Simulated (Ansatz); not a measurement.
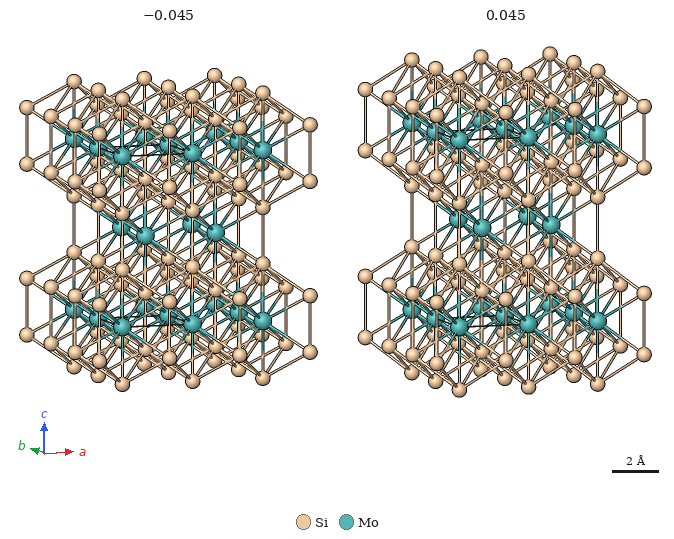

Crystalline Si2Mo (set up in I4/mmm), under uniaxial strain along c (a, b and atoms relaxed), with energies (extrapolated to zero smearing) counted from the relaxed crystal, which is the row at zero. The picture shows the first and the last member. The picture is a ball-and-stick view of the cell of the calculation, repeated 2 × 2 × 1 with one cell outlined, seen slightly off an axis.

Computed with Ansatz 0.2.0: DFT PBE, scalar-relativistic, plane waves, PAW. (plane-wave cutoff 420 eV; k-point mesh 12 × 12 × 6; occupations gaussian; smearing width 0.1 eV; no spin polarisation; force threshold 0.008 eV/Å)

| strain | energy (meV/atom) | a (Å) | c (Å) |
| --- | --- | --- | --- |
| −0.045 | 45.15 | 3.244 | 7.519 |
| −0.03 | 19.12 | 3.234 | 7.637 |
| −0.015 | ? | ? | ? |
| 0.0 | 0.00 | 3.217 | 7.873 |
| 0.015 | 4.29 | 3.209 | 7.991 |
| 0.03 | 16.19 | 3.201 | 8.109 |
| 0.045 | 34.41 | 3.193 | 8.227 |

### Fill in the missing row.

A parabola through three neighbouring rows (−0.045, −0.03, 0.0) gives, with Lagrange weights, (−0.3333)(45.15) + (1.0000)(19.12) + (0.3333)(0.00) = 4.07 meV/atom. The calculation gives 4.53 meV/atom (a = 3.226 Å, c = 7.755 Å). The estimate is 0.46 meV/atom too low. From the first member to the last: Mo–Si 2.517 → 2.767 Å, Si–Si 2.486 → 2.692 Å, Si–Si 2.624 → 2.668 Å.

The whole series:

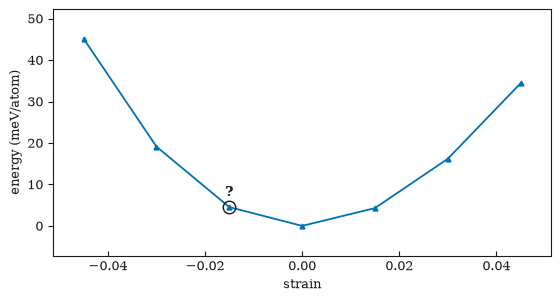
